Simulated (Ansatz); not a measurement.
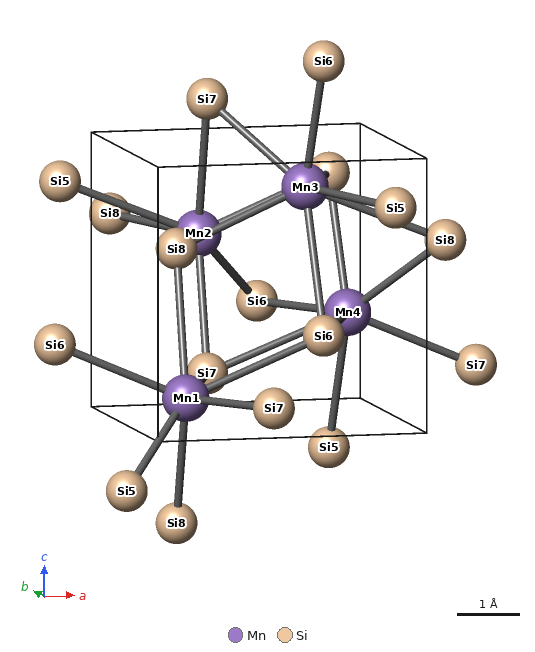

The starting point is crystalline MnSi (set up in P2_13). Style: ball-and-stick. Shown: the cell of the calculation, slightly off an axis.

These are results of Ansatz, DFT PBEsol, scalar-relativistic, plane waves, PAW, not measurements. Set-up: plane-wave cutoff 420 eV; k-point mesh 8 × 8 × 8; occupations gaussian; smearing width 0.1 eV; collinear spin.

The variant: The volume is changed by +6.0 %. The atoms are relaxed in that cell.

Q: What does the calculation give for the changed structure?

A: Energy change: +24.8 meV per atom. Pressure: 0.0 GPa before, −11.4 GPa after. The absolute magnetisation per cell goes from 4.17 to 4.56 μB (net moment 3.68 and 3.94 μB). Both are metals. The volume changes by +6.0 %, with a = b = c 4.471 → 4.558 Å (+2.0 %). The largest moves relative to the cell, 0.015 Å, are those of Mn1, Mn2, Mn3 and Mn4. Mn1 goes along [−1 −1 −1]. By element the largest moves are Mn 0.015 Å, Si 0.006 Å. Among the bonded contacts that change: Mn–Si 2.496 → 2.558 Å, Mn–Si 2.351 → 2.388 Å, Mn–Si 2.259 → 2.295 Å. The space group stays P2_13 (No. 198).

The changed structure in the same view:

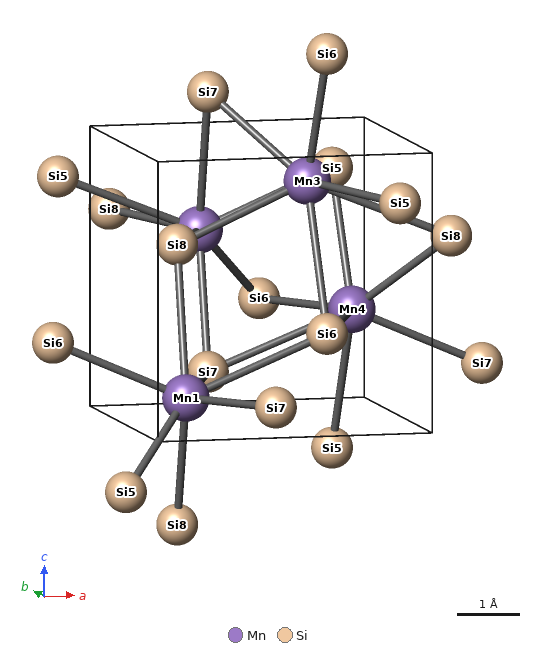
